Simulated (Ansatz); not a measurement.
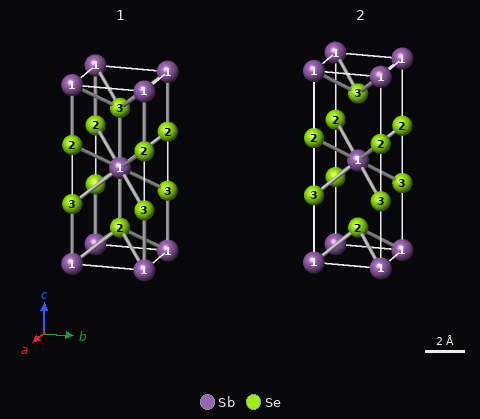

Two geometries of solid SbSe₂ (built on the MoSi2 (C11b)_139 type) (coarse preliminary run), drawn at one scale. One is the start of a relaxation, the other its converged end. A ball-and-stick model of the conventional cell (2 times the calculation's cell), seen slightly off an axis. Lengths and directions refer to the drawn axes.

The calculation used DFT PBE, scalar-relativistic, plane waves, PAW in Ansatz 0.2.0. Settings: plane-wave cutoff 420 eV; k-point mesh 6 × 6 × 6; occupations gaussian; smearing width 0.1 eV; no spin polarisation; cell and atoms relaxed; force threshold 0.04 eV/Å; at most 70 steps.

> Which of the two is the end point?

Structure 2 is the relaxed one. Case: MoSi2 (C11b) type (I4/mmm, No. 139). After 4 accepted moves (5 points after the start) the energy has fallen by 124 meV per atom. The largest force component goes from 0.5 to 0.011 eV/Å. The pressure goes from −5.61 to 0.09 GPa. At 1 point the geometry stayed and the basis and grid were re-selected for the new cell (energy shift of 0.2 meV per atom at most each time). The largest moves relative to the cell, 0.16 Å, are those of Se2 and Se3. Se3 goes along +c. Sb stays in place. The volume changes by −8.3 %, with a = b 3.979 → 3.682 Å (−7.5 %), c 9.761 → 10.454 Å (+7.1 %). Near-neighbour distances that change, for instance: Sb1–Se2 3.270 → 3.662 Å, Sb1–Se2 (another image) 3.242 → 3.038 Å. The space group stays I4/mmm (No. 139).
